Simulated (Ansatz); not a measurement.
## Geometry relaxation of Ni$_{2}$Si (part 2 of 2)

Ni$_{2}$Si (Pnma, 12 atoms in the cell); DFT PBEsol, scalar-relativistic, plane waves, PAW, no spin polarisation (Ansatz 0.2.0); cutoff 420 eV, 8×10×6 k-mesh, Gaussian smearing of 0.1 eV. The structure derives from an entry of the Crystallography Open Database. It belongs to a series of runs on one base structure; here: volume × 0.94, shape and atoms relaxed.

Geometry of the input (Å; fractional positions):
```
4.7926  0.0000  0.0000
0.0000  3.6330  0.0000
0.0000  0.0000  6.8779
Si 0.2951  0.7500  0.6124
Si 0.7049  0.2500  0.3876
Si 0.2049  0.2500  0.1124
Si 0.7951  0.7500  0.8876
Ni 0.9567  0.7500  0.2096
Ni 0.0433  0.2500  0.7904
Ni 0.5433  0.2500  0.7096
Ni 0.4567  0.7500  0.2904
Ni 0.8277  0.7500  0.5606
Ni 0.1723  0.2500  0.4394
Ni 0.6723  0.2500  0.0606
Ni 0.3277  0.7500  0.9394
```

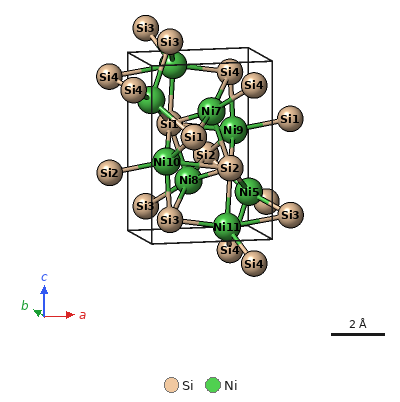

*The geometry at step 3 of the log (ball-and-stick view of the cell of the calculation, seen slightly off an axis; bonded neighbours outside the cell are drawn too; atoms are numbered from 1 in the order of the input).*

```
basis re-selected at this cell: Δ(F+E_penalty+E_count) = -4.001e-6 eV, ΔP = -0.000 GPa vs the last step (what re-selecting the basis moved, of the pressure what is left beyond the Pulay correction that the steps carried, after the strain that the cell walked since its last selection, with what the two solves' SCF thresholds leave and, on support functions, any second-order correction that the steps lacked; it is no measure of the basis error at this ecutwfc). The dense FFT grid was sized anew with the basis: this SCF ran on 32×25×48 points, the steps before it on 36×25×48, so part of this shift can come from that change (see relax.cell in the input reference). This SCF's stress stands 3.56e-2 GPa from its target on what of the cell is left free (relax.cell.stress_tol is 1.00e-1 GPa) and its largest allowed force component is 6.02e-3 eV/Å (relax.f_tol is 1.00e-2 eV/Å): within both
SCF converged after 8 iterations
Free energy (F): -48932.922215 eV
Harris-Foulkes:  -48932.922215 eV  (|F-HF|=0.00e0)
Internal energy: -48932.891532 eV  (E = F + TS)
E sigma→0 (E₀):  -48932.906874 eV
Entropy (-TS):   -0.030683 eV (-2.557 meV/atom)
Fermi energy:    19.099221 eV
--- Per-component energies (eV) ---
  E_band       = -2032.199550
  E_kinetic    = 2485.568995
  E_local      = -30687.666105  (includes V_loc(G=0)·N_el)
  E_nonlocal   = 5200.708640
  E_hartree    = 13141.519458
  E_xc         = -919.613985
  E_vxc        = -1095.136503  (∫ρ·V_xc dr)
  E_paw        = -14766.716103  (= ΣΔE_a)
  E_vpaw       = -4218.717533  (= ΣTr[D̂ρ^β])
  E_aug_tail   = 0.004085  (compensation charges beyond the density's cutoff)
  E_ewald      = -23388.401072
  E_core_change = 1.704553  (= ΣΔE_core)
  E_smearing   = -0.030683  (= −TS)
  E_closure    = 0.000000  (closes the sum)
  Σ components = -48932.922215   (vs F -48932.922215, Δ=0.00e0)
--- Forces (eV/Å), atoms counted from 1 ---
  atom   1  Si     0.00001331    -0.00000000    -0.00155091
  atom   2  Si    -0.00001331     0.00000000     0.00155091
  atom   3  Si    -0.00001331     0.00000000    -0.00155091
  atom   4  Si     0.00001331    -0.00000000     0.00155091
  atom   5  Ni    -0.00283971    -0.00000000    -0.00001563
  atom   6  Ni     0.00283971     0.00000000     0.00001563
  atom   7  Ni     0.00283971     0.00000000    -0.00001563
  atom   8  Ni    -0.00283971     0.00000000     0.00001563
  atom   9  Ni    -0.00012116    -0.00000000    -0.00602024
  atom  10  Ni     0.00012116     0.00000000     0.00602024
  atom  11  Ni     0.00012116     0.00000000    -0.00602024
  atom  12  Ni    -0.00012116    -0.00000000     0.00602024
  max |Σ_I F_I| component: 5.20e-18 eV/Å
--- Stress (GPa, compression-positive) ---
       15.549419       0.000000      -0.000000
        0.000000      15.489360      -0.000000
       -0.000000      -0.000000      15.502778
  P = ⅓ Tr σ = 15.5139 GPa (155.139 kbar)
--- Band table (eV; the first three rows and the last of 120) ---
  k-point 0: bands = ["-84.3938", "-84.3926", "-84.3861", "-84.3861", "-84.2446", "-84.2435", "-84.2301", "-84.2300", "-45.0268", "-45.0227", "-45.0210", "-45.0138", "-44.9895", "-44.9660", "-44.9544", "-44.9340", "-44.9333", "-44.9326", "-44.8987", "-44.8929", "-44.8761", "-44.8734", "-44.8671", "-44.8668", "-44.8481", "-44.8347", "-44.7785", "-44.7758", "-44.7459", "-44.7311", "-44.6689", "-44.6678", "5.5869", "8.2809", "8.4589", "10.6235", "11.9371", "12.3591", "13.0798", "13.3726", "13.7033", "14.0340", "14.0836", "14.1630", "14.4918", "14.5200", "14.6797", "14.7260", "15.0286", "15.1440", "15.2701", "15.4691", "15.5793", "15.5837", "15.9153", "16.1547", "16.2045", "16.3338", "16.5403", "16.5453", "16.6195", "16.6228", "16.7763", "16.9448", "16.9815", "16.9900", "16.9932", "17.1955", "17.2492", "17.2824", "17.3860", "17.5690", "17.6046", "17.7455", "17.8515", "17.8842", "18.0530", "18.0791", "18.4537", "19.0409", "19.9309", "20.1444", "20.7556", "21.6181", "21.6672", "22.1267", "22.7573", "22.7779", "23.6993", "24.1776", "24.5984", "24.8844", "25.5173", "25.6212", "26.1548", "27.1289"]
  k-point 1: bands = ["-84.3938", "-84.3927", "-84.3861", "-84.3861", "-84.2445", "-84.2436", "-84.2301", "-84.2300", "-45.0267", "-45.0239", "-45.0195", "-45.0139", "-44.9885", "-44.9695", "-44.9510", "-44.9341", "-44.9341", "-44.9329", "-44.8982", "-44.8932", "-44.8760", "-44.8737", "-44.8669", "-44.8668", "-44.8472", "-44.8355", "-44.7785", "-44.7760", "-44.7447", "-44.7320", "-44.6689", "-44.6679", "5.6728", "7.5934", "9.1656", "10.6207", "11.9549", "12.4452", "12.8483", "13.3879", "13.7399", "13.8888", "14.0958", "14.3415", "14.4043", "14.5306", "14.6452", "14.7524", "15.0315", "15.1227", "15.2103", "15.3598", "15.5853", "15.7935", "15.8621", "16.0872", "16.1135", "16.3582", "16.5202", "16.5345", "16.6073", "16.6959", "16.9373", "16.9400", "16.9552", "16.9820", "17.1230", "17.1889", "17.2552", "17.3069", "17.3886", "17.5657", "17.6230", "17.7233", "17.8231", "17.9378", "18.0418", "18.2572", "18.3666", "18.9972", "19.7070", "20.0659", "20.4367", "20.9080", "22.5617", "22.7171", "22.7649", "22.8220", "23.5603", "24.1796", "24.3888", "25.1412", "25.4797", "25.7738", "26.1772", "26.8216"]
  k-point 2: bands = ["-84.3935", "-84.3929", "-84.3861", "-84.3861", "-84.2443", "-84.2438", "-84.2300", "-84.2300", "-45.0266", "-45.0253", "-45.0174", "-45.0145", "-44.9857", "-44.9755", "-44.9454", "-44.9365", "-44.9342", "-44.9335", "-44.8971", "-44.8942", "-44.8757", "-44.8744", "-44.8668", "-44.8667", "-44.8446", "-44.8379", "-44.7781", "-44.7767", "-44.7418", "-44.7345", "-44.6687", "-44.6681", "5.9281", "6.9083", "9.8688", "10.5721", "12.0137", "12.4684", "12.6904", "13.2725", "13.7713", "13.8459", "14.0545", "14.2074", "14.4704", "14.5591", "14.6426", "14.8450", "15.0419", "15.0523", "15.0633", "15.2433", "15.6111", "15.7592", "15.9546", "15.9898", "16.2302", "16.3058", "16.4780", "16.5731", "16.7284", "16.8015", "16.9134", "16.9442", "16.9504", "17.0596", "17.1778", "17.2052", "17.2729", "17.4159", "17.4226", "17.5866", "17.6370", "17.7165", "17.8393", "18.0032", "18.1167", "18.1508", "18.6623", "18.8886", "18.9361", "20.0467", "20.3471", "20.4862", "22.5636", "22.5642", "23.3706", "23.4784", "23.5774", "24.1614", "24.4627", "25.5063", "25.7764", "26.1055", "26.1941", "26.2550"]
  k-point 119: bands = ["-84.3893", "-84.3893", "-84.3893", "-84.3893", "-84.2373", "-84.2373", "-84.2373", "-84.2373", "-45.0221", "-45.0221", "-45.0221", "-45.0221", "-44.9671", "-44.9671", "-44.9671", "-44.9671", "-44.9209", "-44.9209", "-44.9209", "-44.9209", "-44.8603", "-44.8603", "-44.8603", "-44.8603", "-44.8018", "-44.8018", "-44.8018", "-44.8018", "-44.7098", "-44.7098", "-44.7098", "-44.7098", "9.3858", "9.3858", "9.3858", "9.3858", "11.3361", "11.3361", "11.3361", "11.3361", "14.1546", "14.1546", "14.1546", "14.1546", "14.6464", "14.6464", "14.6464", "14.6464", "15.2655", "15.2655", "15.2655", "15.2655", "15.7138", "15.7138", "15.7138", "15.7138", "16.1701", "16.1701", "16.1701", "16.1701", "16.6295", "16.6295", "16.6295", "16.6295", "16.8665", "16.8665", "16.8665", "16.8665", "17.0929", "17.0929", "17.0929", "17.0929", "17.4720", "17.4720", "17.4720", "17.4720", "18.3513", "18.3513", "18.3513", "18.3513", "19.6111", "19.6111", "19.6111", "19.6111", "21.9654", "21.9654", "21.9654", "21.9654", "25.1835", "25.1835", "25.1835", "25.1835", "26.4786", "26.4786", "26.4786", "26.4786"]
--- Relaxed structure (4 steps of the walk, 4 accepted, 1 SCFs on fresh bases) ---
  F+E_penalty+E_count = -48932.92221510 eV   max|allowed force component| = 6.020e-3 eV/Å   (the final SCF, on the basis selected at the relaxed cell)
  cell:  # Å, volume = 119.7520 Å³
    - [4.77561324712268, 1.0112057444624779e-32, -1.1797425979692583e-32]
    - [7.665363841109718e-33, 3.640502935528003, -9.087113390759479e-33]
    - [-1.6930716488485931e-32, -1.7203657106479877e-32, 6.887985035703044]
  atoms:
    - { symbol: Si, position: [0.2981883357660848, 0.75, 0.6115130913275743] }
    - { symbol: Si, position: [0.7018116642339153, 0.25, 0.3884869086724256] }
    - { symbol: Si, position: [0.20181166423391528, 0.25, 0.11151309132757435] }
    - { symbol: Si, position: [0.7981883357660848, 0.75, 0.8884869086724257] }
    - { symbol: Ni, position: [0.9554843441517258, 0.75, 0.21146402373815476] }
    - { symbol: Ni, position: [0.04451565584827441, 0.25, 0.7885359762618451] }
    - { symbol: Ni, position: [0.5445156558482743, 0.25, 0.7114640237381548] }
    - { symbol: Ni, position: [0.4554843441517256, 0.75, 0.2885359762618452] }
    - { symbol: Ni, position: [0.8274674243476562, 0.75, 0.560875004106965] }
    - { symbol: Ni, position: [0.17253257565234378, 0.25, 0.43912499589303494] }
    - { symbol: Ni, position: [0.6725325756523438, 0.25, 0.06087500410696499] }
    - { symbol: Ni, position: [0.3274674243476562, 0.75, 0.9391249958930351] }
```

## Trajectory as extended XYZ (Å, eV, eV/Å), 5 frames, from step=1 to step=5
```
12
Lattice="4.7926 0.0000 0.0000 0.0000 3.6330 0.0000 0.0000 0.0000 6.8779" Properties=species:S:1:pos:R:3:forces:R:3 step=1 energy=-48932.91808 pressure_GPa=15.86
Si    1.4143    2.7247    4.2119    0.0435   0.0000  -0.0023
Si    3.3783    0.9082    2.6660   -0.0435   0.0000   0.0023
Si    0.9820    0.9082    0.7730   -0.0435   0.0000  -0.0023
Si    3.8106    2.7247    6.1049    0.0435   0.0000   0.0023
Ni    4.5851    2.7247    1.4418   -0.0258   0.0000   0.0666
Ni    0.2074    0.9082    5.4361    0.0258   0.0000  -0.0666
Ni    2.6037    0.9082    4.8808    0.0258   0.0000   0.0666
Ni    2.1889    2.7247    1.9971   -0.0258   0.0000  -0.0666
Ni    3.9669    2.7247    3.8558    0.0000   0.0000  -0.0023
Ni    0.8257    0.9082    3.0221    0.0000   0.0000   0.0023
Ni    3.2219    0.9082    0.4169    0.0000   0.0000  -0.0023
Ni    1.5706    2.7247    6.4610    0.0000   0.0000   0.0023
12
Lattice="4.7894 0.0000 0.0000 0.0000 3.6348 0.0000 0.0000 0.0000 6.8788" Properties=species:S:1:pos:R:3:forces:R:3 step=2 energy=-48932.91951 pressure_GPa=15.79
Si    1.4160    2.7261    4.2120    0.0403   0.0000  -0.0060
Si    3.3734    0.9087    2.6669   -0.0403   0.0000   0.0060
Si    0.9787    0.9087    0.7725   -0.0403   0.0000  -0.0060
Si    3.8107    2.7261    6.1063    0.0403   0.0000   0.0060
Ni    4.5802    2.7261    1.4443   -0.0169   0.0000   0.0480
Ni    0.2092    0.9087    5.4345    0.0169   0.0000  -0.0480
Ni    2.6039    0.9087    4.8838    0.0169   0.0000   0.0480
Ni    2.1855    2.7261    1.9951   -0.0169   0.0000  -0.0480
Ni    3.9646    2.7261    3.8563   -0.0068   0.0000  -0.0030
Ni    0.8248    0.9087    3.0225    0.0068   0.0000   0.0030
Ni    3.2195    0.9087    0.4169    0.0068   0.0000  -0.0030
Ni    1.5699    2.7261    6.4619   -0.0068   0.0000   0.0030
12
Lattice="4.7738 0.0000 0.0000 0.0000 3.6392 0.0000 0.0000 0.0000 6.8931" Properties=species:S:1:pos:R:3:forces:R:3 step=3 energy=-48932.92203 pressure_GPa=15.49
Si    1.4262    2.7294    4.2158   -0.0177   0.0000   0.0125
Si    3.3475    0.9098    2.6773    0.0177   0.0000  -0.0125
Si    0.9607    0.9098    0.7693    0.0177   0.0000   0.0125
Si    3.8131    2.7294    6.1238   -0.0177   0.0000  -0.0125
Ni    4.5590    2.7294    1.4571   -0.0004   0.0000   0.0115
Ni    0.2148    0.9098    5.4360    0.0004   0.0000  -0.0115
Ni    2.6017    0.9098    4.9036    0.0004   0.0000   0.0115
Ni    2.1721    2.7294    1.9895   -0.0004   0.0000  -0.0115
Ni    3.9501    2.7294    3.8641    0.0141   0.0000   0.0153
Ni    0.8237    0.9098    3.0290   -0.0141   0.0000  -0.0153
Ni    3.2106    0.9098    0.4175   -0.0141   0.0000   0.0153
Ni    1.5632    2.7294    6.4756    0.0141   0.0000  -0.0153
12
Lattice="4.7756 0.0000 0.0000 0.0000 3.6405 0.0000 0.0000 0.0000 6.8880" Properties=species:S:1:pos:R:3:forces:R:3 step=4 energy=-48932.92221 pressure_GPa=15.51
Si    1.4240    2.7304    4.2121    0.0000   0.0000  -0.0015
Si    3.3516    0.9101    2.6759    0.0000   0.0000   0.0015
Si    0.9638    0.9101    0.7681    0.0000   0.0000  -0.0015
Si    3.8118    2.7304    6.1199    0.0000   0.0000   0.0015
Ni    4.5630    2.7304    1.4566   -0.0029   0.0000   0.0000
Ni    0.2126    0.9101    5.4314    0.0029   0.0000   0.0000
Ni    2.6004    0.9101    4.9006    0.0029   0.0000   0.0000
Ni    2.1752    2.7304    1.9874   -0.0029   0.0000   0.0000
Ni    3.9517    2.7304    3.8633   -0.0001   0.0000  -0.0060
Ni    0.8239    0.9101    3.0247    0.0001   0.0000   0.0060
Ni    3.2118    0.9101    0.4193    0.0001   0.0000  -0.0060
Ni    1.5639    2.7304    6.4687   -0.0001   0.0000   0.0060
12
Lattice="4.7756 0.0000 0.0000 0.0000 3.6405 0.0000 0.0000 0.0000 6.8880" Properties=species:S:1:pos:R:3:forces:R:3 step=5 energy=-48932.92221 pressure_GPa=15.51
Si    1.4240    2.7304    4.2121    0.0000   0.0000  -0.0016
Si    3.3516    0.9101    2.6759    0.0000   0.0000   0.0016
Si    0.9638    0.9101    0.7681    0.0000   0.0000  -0.0016
Si    3.8118    2.7304    6.1199    0.0000   0.0000   0.0016
Ni    4.5630    2.7304    1.4566   -0.0028   0.0000   0.0000
Ni    0.2126    0.9101    5.4314    0.0028   0.0000   0.0000
Ni    2.6004    0.9101    4.9006    0.0028   0.0000   0.0000
Ni    2.1752    2.7304    1.9874   -0.0028   0.0000   0.0000
Ni    3.9517    2.7304    3.8633   -0.0001   0.0000  -0.0060
Ni    0.8239    0.9101    3.0247    0.0001   0.0000   0.0060
Ni    3.2118    0.9101    0.4193    0.0001   0.0000  -0.0060
Ni    1.5639    2.7304    6.4687   -0.0001   0.0000   0.0060
```

## Summary

| quantity | value |
| --- | --- |
| outcome | converged |
| space group (tolerance 0.01 Å) | Pnma (62) |
| electrons treated | 160 |
| free energy | −48932.9222 eV |
| Fermi energy | 19.099 eV |
| gap on the k-point mesh | none (metallic) |
| pressure | 15.51 GPa |
| final volume | 119.75 Å³ |
| largest force (length of the vector) at the end | 0.006 eV/Å |
| final cell | a = 4.776 Å, b = 3.641 Å, c = 6.888 Å, α = 90.00°, β = 90.00°, γ = 90.00° |
| wall time | 3.8 min (CPU time 7.5 min) |
| peak memory | 1.3 GiB |

The run has no spin polarisation, so a magnetic state may lie lower. The cell is under a pressure of 15.5 GPa at this level, so it is not at its equilibrium volume.
